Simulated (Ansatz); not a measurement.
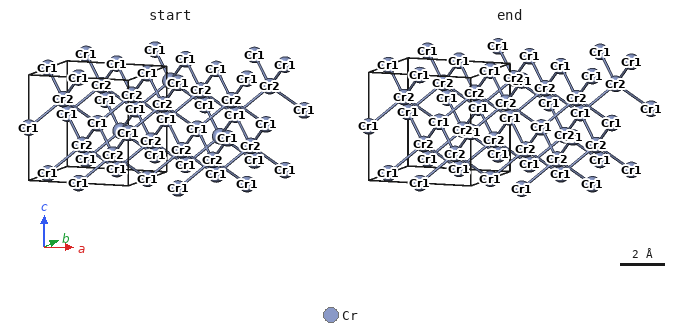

The structure of a crystal of Cr (built on the diamond_227 type) (coarse preliminary run) before (left) and after (right) a relaxation, at one scale.

Style: ball-and-stick. Shown: the conventional cell (4 times the calculation's cell), repeated 2 × 2 × 1 with one cell outlined, slightly off an axis. Lengths and directions refer to the drawn axes.

Case: diamond type (Fd-3m, No. 227).

Method: DFT r2SCAN, scalar-relativistic, plane waves, PAW (Ansatz 0.2.0).

The input:
```yaml
crystal:
  lattice:
    - [0.0, 2.4633814864, 2.4633814864]
    - [2.4633814864, 0.0, 2.4633814864]
    - [2.4633814864, 2.4633814864, 0.0]
  atoms:
    - { symbol: Cr, position: [0.5, 0.5, 0.5], spin: 0.22 }
    - { symbol: Cr, position: [0.75, 0.75, 0.75], spin: 0.22 }
basis:
  ecutwfc: 500
kpoints:
  mp_grid: { grid: [6, 6, 6] }
hamiltonian:
  xc: r2scan
scf:
  occupations: { method: gaussian, width: 0.1 }
  lower_state_search: "off"
output:
  forces: true
  stress: true
  eigenvalues: true
  populations: true
magnetization:
  spin_polarized: true
relax:
  adjacent_minimum: "off"
  f_tol: 0.04
  max_steps: 70
  cell: { stress_tol: 0.4 }
```

Question: Summarise the run.

Answer: Over 3 accepted moves (5 points after the start) the energy falls by 27.0 meV per atom. All forces vanish by symmetry, so only the cell relaxes. The pressure goes from 8.43 to 0.00 GPa. The SCF was repeated twice at an unchanged geometry on a basis and grid sized afresh for the cell, which shifted the energy by 1.6 meV per atom at most. The atoms keep their places relative to the cell (all moves are under 0.005 Å). The volume changes by +7.6 %, with a = b = c 4.927 → 5.048 Å (+2.5 %). Among the contacts that change: Cr1–Cr2 2.133 → 2.186 Å. The space group stays Fd-3m (No. 227). The program noted that the starting moments weren't kept. The run may lie on a higher electronic state than the lowest, so the end point isn't shown to be the ground-state structure. The run took roughly 40 core-seconds on a shared host.
